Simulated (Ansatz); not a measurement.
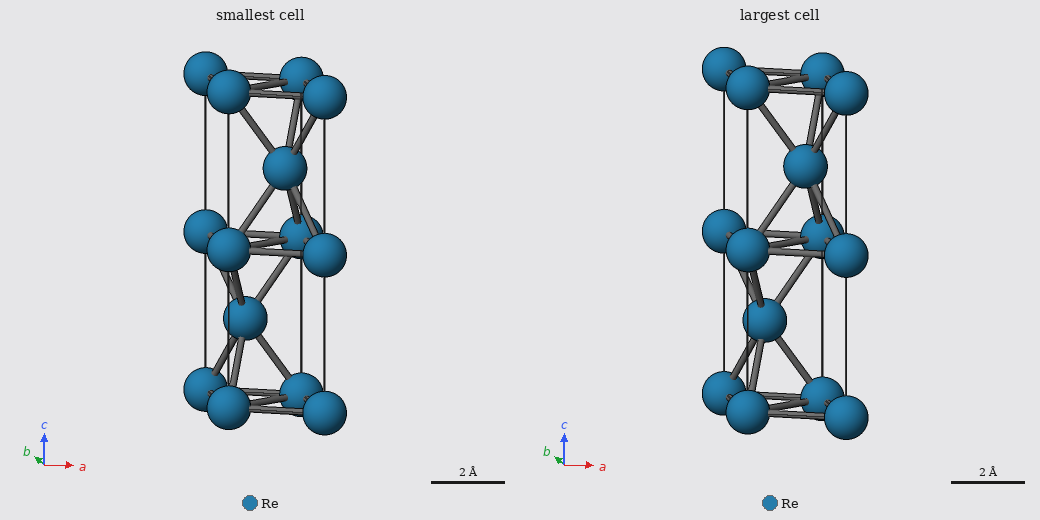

Re, double hexagonal close-packed (α-La type), space group P6₃/mmc (No. 194), relaxed (cell and atoms, zero pressure) with six functionals; the smallest and the largest of the relaxed conventional cells are drawn to one scale (sticks follow a distance rule). The start was a structure listed in the Materials Project.

Alike in all runs: Ansatz 0.2.0; potentials Ansatz PAW; cutoff 420 eV; k mesh 8 × 8 × 3 on the run's cell of 4 atoms; occupations fermi-dirac, width 0.05 eV; no spin polarisation; no spin-orbit coupling. All runs are metallic.

| level | volume (Å³/atom) | a (Å) | c (Å) |
| --- | --- | --- | --- |
| LDA | 14.33 | 2.740 | 8.819 |
| BLYP | 15.53 | 2.815 | 9.056 |
| PBEsol | 14.56 | 2.753 | 8.875 |
| PBE | 14.96 | 2.777 | 8.960 |
| RPBE | ? | ? | ? |
| revPBE | 15.07 | 2.784 | 8.984 |

Question: What does RPBE give?

Answer: Volume 15.12 Å³/atom; a 2.786 Å; c 8.994 Å. That is between revPBE and BLYP in volume.

Question: Order the levels by the relaxed volume, smallest first.

Answer: LDA (14.33 Å³/atom), PBEsol (14.56 Å³/atom), PBE (14.96 Å³/atom), revPBE (15.07 Å³/atom), RPBE (15.12 Å³/atom), BLYP (15.53 Å³/atom). Rows within a few tenths of a per cent can't be told apart.

Caveat: the plane-wave basis is chosen anew once the cell has moved, so the energies of steps on either side of that aren't comparable; spin-orbit coupling is left out, which matters for Re, if less for volumes and forces than for levels.
